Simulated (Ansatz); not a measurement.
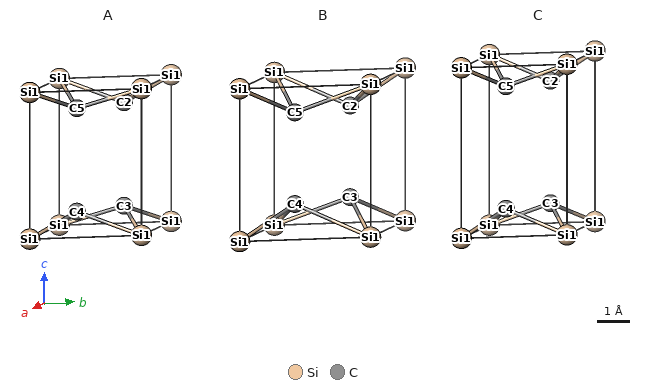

3 geometries from one relaxation of solid SiC$_{4}$ (a generated structure, set up in P6/mmm) (coarse preliminary run), in shuffled order. The picture is a ball-and-stick view of the cell of the calculation, seen slightly off an axis.

Computed with Ansatz, DFT PBE, scalar-relativistic, plane waves, PAW. Settings: plane-wave cutoff 420 eV; k-point mesh 6 × 6 × 4; occupations gaussian; smearing width 0.1 eV; no spin polarisation; cell and atoms relaxed; force threshold 0.04 eV/Å; at most 70 steps.

> Put them in the order of the run, from the start to the converged end.

B, A, C. They are steps 0, 3, 14, at +5.825 eV per cell of the calculation, +0.688 eV per cell of the calculation relative to the last. After 11 accepted moves (14 points after the start) the energy has fallen by 5.825 eV per cell of the calculation. The largest force component goes from 2.9 to 0.00017 eV/Å. Pressure: −27.74 GPa at the start and 0.06 GPa at the end. The SCF was repeated 3 times at an unchanged geometry on a basis and grid sized afresh for the cell, which shifted the energy by 3.2 meV per cell of the calculation at most. The largest moves relative to the cell, 0.32 Å, are those of C2, C3, C4 and C5. C4 goes along −c. Si stays in place. Cell: a = b 4.286 → 3.456 Å (−19.4 %), c 4.864 → 5.431 Å (+11.7 %). Volume −27.4 %. Near-neighbour distances that change, for instance: Si1–C2 2.659 → 2.137 Å, C2–C5 2.474 → 1.995 Å, C2–C3 1.948 → 1.530 Å. The space group stays P6/mmm (No. 191). The run took 32 s on 1 thread of Arm Neoverse V1, on a shared host, peak memory 0.32 GiB.

Limits of the set-up: layers or molecules are held without a dispersion correction, so their spacing is unreliable.
